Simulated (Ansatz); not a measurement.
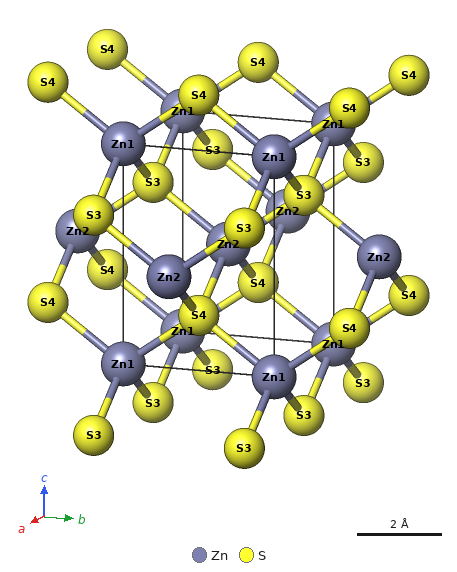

Crystalline ZnS (set up in I-4m2), before the relaxation. The picture is a ball-and-stick view of the cell of the calculation, seen slightly off an axis.

Case: biaxial strain in the a-b plane of +1.0 %; c and atoms relaxed.

Level of theory: Ansatz, DFT PBE, scalar-relativistic, plane waves, PAW.

Input file:
```yaml
crystal:
  lattice:
    - [2.7483659153, 2.7483659153, 0.0]
    - [-2.7483659153, 2.7483659153, 0.0]
    - [0.0, 0.0, 5.4096548907]
  atoms:
    - { symbol: Zn, position: [0.0, 0.0, 0.0] }
    - { symbol: Zn, position: [0.5, 0.5, 0.5] }
    - { symbol: S, position: [0.5, 0.0, 0.75] }
    - { symbol: S, position: [0.0, 0.5, 0.25] }
basis:
  ecutwfc: 420
kpoints:
  mp_grid: { grid: [8, 8, 6] }
hamiltonian:
  xc: pbe
scf:
  occupations: { method: gaussian, width: 0.02 }
output:
  forces: true
  stress: true
  eigenvalues: true
relax:
  adjacent_minimum: "off"
  f_tol: 0.008
  max_steps: 40
  cell: { stress_tol: 0.015, fix: [a, b, gamma] }
```

Run as
```bash
ansatz run input.yaml --threads 1 --pin off --max-ram 2560MiB --backend cpu --events-out ev --progress --plain --runs-dir out
```

Where does the relaxation end?

After 2 accepted moves (3 points after the start) the energy has fallen by 0.2 meV per atom. All forces vanish by symmetry, so only the cell relaxes. The pressure goes from −0.89 to −0.56 GPa. The SCF was repeated once at an unchanged geometry on a basis and grid sized afresh for the cell, which shifted the energy by less than 0.05 meV per atom at most. The atoms keep their places relative to the cell (all moves are under 0.005 Å). The volume changes by −0.5 %, with a = b unchanged at 3.887 Å, c 5.410 → 5.382 Å (−0.5 %). The space group stays I-4m2 (No. 119).
